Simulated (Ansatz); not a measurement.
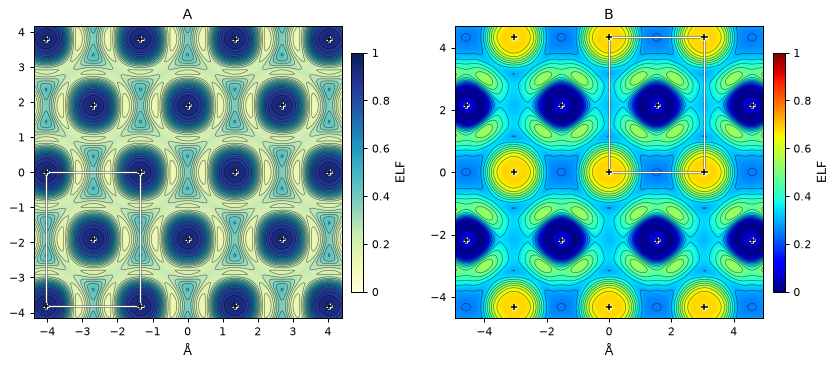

The ELF of 2 systems, each on a plane through atoms (crosses mark nuclei in the plane).

Method: DFT PBEsol, scalar-relativistic, plane waves, PAW (Ansatz 0.2.0).

System 1: AlPt, the (11̄0) plane of the conventional cell. Space group Pm-3m; a generated structure, not necessarily the stable one; computed without spin polarisation.

```
CELL_PARAMETERS angstrom
3.06060 0.00000 0.00000
0.00000 3.06060 0.00000
0.00000 0.00000 3.06060
ATOMIC_POSITIONS crystal
Pt 0.00000 0.00000 0.00000
Al 0.50000 0.50000 0.50000
```

System 2: Cr, the (011) plane of the conventional cell. Space group Im-3m; a generated structure, not necessarily the stable one; computed pressure about 50 GPa in this cell; computed without spin polarisation.

```cif
data_structure
_symmetry_space_group_name_H-M 'P 1'
_symmetry_Int_Tables_number 1
_cell_length_a 2.6912
_cell_length_b 2.6912
_cell_length_c 2.6912
_cell_angle_alpha 90.000
_cell_angle_beta 90.000
_cell_angle_gamma 90.000
_cell_volume 19.49
loop_
_atom_site_label
_atom_site_type_symbol
_atom_site_fract_x
_atom_site_fract_y
_atom_site_fract_z
_atom_site_occupancy
Cr1 Cr 0.00000 0.00000 0.00000 1
Cr2 Cr 0.50000 0.50000 0.50000 1
```

**Match each panel to its system.**

Panel A is system 2, Cr: the plane holds Cr. Cr–Cr (2.33 Å): the ELF is about 0.25 at the midpoint: no localised pair shows between them. Panel B is system 1, AlPt: the plane holds Pt and Al. Al–Pt (2.65 Å): the ELF is about 0.45 at the midpoint.
